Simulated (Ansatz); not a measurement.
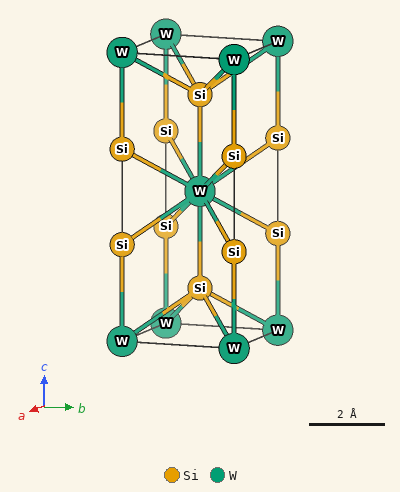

Fig. 1: The structure as given in the input (ball-and-stick view of the cell 2 times as large as that of the calculation, set on its symmetry axes, seen slightly off an axis).

# Run report: WSi$_{2}$, single-point calculation

WSi$_{2}$ (3 atoms in the cell), computed with DFT PBE, scalar-relativistic, plane waves, PAW, no spin polarisation (Ansatz 0.2.0).

The structure derives from an entry of the Crystallography Open Database.

The program's output:
```
Engine: ansatz 0.2.0, aarch64-unknown-linux-gnu
Pseudopotentials: kind: paw
Pseudopotential: Si, paw, valence charge 4, recommended cutoff 420 eV (normal), Si.paw.azcp
Pseudopotential: W, paw, valence charge 14, recommended cutoff 420 eV (normal), W.paw.azcp
Functional definition: PBE
  parameter kappa = 0.804
  parameter beta = 0.06672455060314922
  exchange = pbe_x(kappa = kappa, mu = beta*pi^2/3)
  correlation = pbe_c(beta = beta)
Crystal: 3 atoms, lattice volume = 40.436 Å³
Basis set: ecut = 420 eV, 793 PW (Γ), exchange–correlation on 64×64×64 points (8 copies of the dense FFT grid, shifted against one another)
Bands: 15, of which v1, the nominal top of the filled ones, is band 11 counted from 1 (10 counted from 0)
Symmetry: 16 space group operations
Space group: I4/mmm (ITA 139), of the structure as read, at distance tolerance 3.4e-5 Å
k-points: 59 of 512
Non-local potential: Si, projectors of the file, l = 0: 2, l = 1: 2, l = 2: 2
Non-local potential: W, projectors of the file, l = 0: 3, l = 1: 2, l = 2: 2, l = 3: 1
PAW form: soft (Blöchl's): semilocal exchange-correlation on the pseudo side does not see the compensation charge
PAW one-centre angular grid: Si, 110 points (default); XC on 64 Gauss nodes
PAW one-centre angular grid: W, 590 points (default); XC on 64 Gauss nodes
Initial density: superposition of atomic densities (neutral atoms: chi_scale 0, normalization atom), corrected by the library's trained network
Initial wavefunctions: pseudopotential atomic-orbital guess
Functional: x = pbe(κ = 0.804, μ = 0.2195149727645171), c = pbe(β = 0.06672455060314922)
SCF iter   1: F=—  HF=-11657.455891 eV  |F-HF|=—  |Δ(HF+E_count)|=         —  Δρ=3.24e-3  dr2=1.58e-3  ethr=1.77e-3  ⟨swp⟩=5.0  Hψ=5060  notcnv=0
preconditioner: auto → none  [insulator: Δε(μ)=0.137 eV  Ē_g=8.128 eV  σ=0.100 eV  W_gap=0.58  n_scr=10 (ndim 8)  ℏωp=21.8 eV  f_vac=0.000  D(μ)=0.28/eV (n_scr^D=0)  ε∞_Penn≈8.2]
SCF iter   2: F=—  HF=-11657.456234 eV  |F-HF|=—  |Δ(HF+E_count)|=   3.43e-4  Δρ=1.58e-3  dr2=2.79e-4  ethr=7.19e-6  ⟨swp⟩=2.1  Hψ=1890  notcnv=0
SCF iter   3: F=—  HF=-11657.456437 eV  |F-HF|=—  |Δ(HF+E_count)|=   2.03e-4  Δρ=3.19e-4  dr2=2.05e-5  ethr=1.27e-6  ⟨swp⟩=1.0  Hψ=881  notcnv=0
SCF iter   4: F=—  HF=-11657.456450 eV  |F-HF|=—  |Δ(HF+E_count)|=   1.25e-5  Δρ=2.84e-5  dr2=2.83e-7  ethr=9.31e-8  ⟨swp⟩=2.0  Hψ=1227  notcnv=0
iter 5 did not close the SCF: its close was put off for the readings that it lacked (scf_convergence_deferred on its scf_iter line)
SCF iter   5: F=-11657.456450 eV  HF=-11657.456450 eV  |F-HF|=6.26e-9  |Δ(HF+E_count)|=   2.19e-8  Δρ=9.71e-6  dr2=1.33e-8  ethr=1.29e-9  ⟨swp⟩=2.2  Hψ=1221  notcnv=0
SCF iter   6: F=-11657.456450 eV  HF=-11657.456450 eV  |F-HF|=7.28e-12  |Δ(HF+E_count)|=   7.59e-9  Δρ=9.78e-7  dr2=1.62e-10  ethr=6.06e-11  ⟨swp⟩=2.2  Hψ=3064  notcnv=0
SCF 1 converged in 6 iterations: F = -11657.456450 eV  dr2 = 1.62e-10
  greatest PAW one-centre occupation: 0.999 electrons in one spin orbital (limit 2), on the W atom at site 2 (counted from 0), in its partial waves of l = 0
SCF converged after 6 iterations
Free energy (F): -11657.456450 eV
Harris-Foulkes:  -11657.456450 eV  (|F-HF|=7.28e-12)
Internal energy: -11657.455064 eV  (E = F + TS)
E sigma→0 (E₀):  -11657.455757 eV
Entropy (-TS):   -0.001386 eV (-0.462 meV/atom)
Fermi energy:    16.636964 eV
--- Per-component energies (eV) ---
  E_band       = -80.144765
  E_kinetic    = 541.607882
  E_local      = -946.637578  (includes V_loc(G=0)·N_el)
  E_nonlocal   = 50.697063
  E_hartree    = 371.799525
  E_xc         = -382.069670
  E_vxc        = -338.779633  (∫ρ·V_xc dr)
  E_paw        = -9588.369594  (= ΣΔE_a)
  E_vpaw       = -130.631705  (= ΣTr[D̂ρ^β])
  E_aug_tail   = -0.000067  (compensation charges beyond the density's cutoff)
  E_ewald      = -1704.482625
  E_smearing   = -0.001386  (= −TS)
  E_closure    = -0.000000  (closes the sum)
  Σ components = -11657.456450   (vs F -11657.456450, Δ=0.00e0)
--- Forces (eV/Å), atoms counted from 1 ---
  atom   1  Si     0.00000000     0.00000000    -0.02195988
  atom   2  Si    -0.00000000     0.00000000     0.02195988
  atom   3  W     -0.00000000     0.00000000    -0.00000000
  max |Σ_I F_I| component: 3.47e-17 eV/Å
--- Stress (GPa, compression-positive) ---
        3.256016       0.000000       0.000000
        0.000000       3.256016       0.000000
        0.000000       0.000000       3.311748
  P = ⅓ Tr σ = 3.2746 GPa (32.746 kbar)
--- Band table (eV; the first three rows and the last of 59) ---
  k-point 0: bands = ["-57.0247", "-21.3326", "-21.3005", "-21.3005", "2.6711", "9.8951", "13.0113", "13.4296", "13.9029", "13.9029", "17.3668", "19.4928", "19.6804", "19.8229", "19.8229"]
  k-point 1: bands = ["-57.0225", "-21.3314", "-21.3279", "-21.3266", "3.1714", "10.3314", "12.0071", "12.8340", "13.5466", "14.8846", "15.4369", "19.1240", "20.1603", "20.2087", "20.7424"]
  k-point 2: bands = ["-57.0171", "-21.4010", "-21.3937", "-21.3124", "4.5544", "10.8760", "11.2270", "11.2650", "13.5572", "13.9550", "14.7851", "19.8202", "19.9009", "20.5419", "20.9383"]
  k-point 58: bands = ["-57.0245", "-21.3499", "-21.3017", "-21.3017", "4.9412", "5.7225", "12.9093", "14.1707", "15.9065", "15.9065", "16.2490", "16.2490", "17.5449", "21.2566", "21.6323"]
```

This output came from the following input.

The input:
```yaml
crystal:
  lattice:
    - [-1.6069, 1.6069, 3.91495]
    - [1.6069, -1.6069, 3.91495]
    - [1.6069, 1.6069, -3.91495]
  atoms:
    - { symbol: Si, position: [0.3347, 0.3347, 0.0] }
    - { symbol: Si, position: [0.6653, 0.6653, 0.0] }
    - { symbol: W, position: [0.0, 0.0, 0.0] }
basis:
  ecutwfc: 420
kpoints:
  mp_grid: { grid: [8, 8, 8] }
hamiltonian:
  xc: pbe
scf:
  occupations: { method: gaussian, width: 0.1 }
output:
  forces: true
  stress: true
  eigenvalues: true
```

Launched with:
```bash
ansatz run input.yaml --threads 1 --pin off --max-ram 2560MiB --backend cpu --events-out ev --progress --plain --runs-dir out
```

Summary:

- outcome: converged
- space group (tolerance 0.01 Å): I4/mmm (139)
- electrons treated: 22
- free energy: −11657.4564 eV
- Fermi energy: 16.637 eV
- gap on the k-point mesh: none (metallic)
- pressure: 3.27 GPa
- largest force (length of the vector): 0.022 eV/Å
- hardware: 1 thread of Arm Neoverse V1, 24 GiB of memory available, shared host
- wall time: 2.5 s
- peak memory: 0.33 GiB

Spin–orbit coupling is left out, which matters for W.
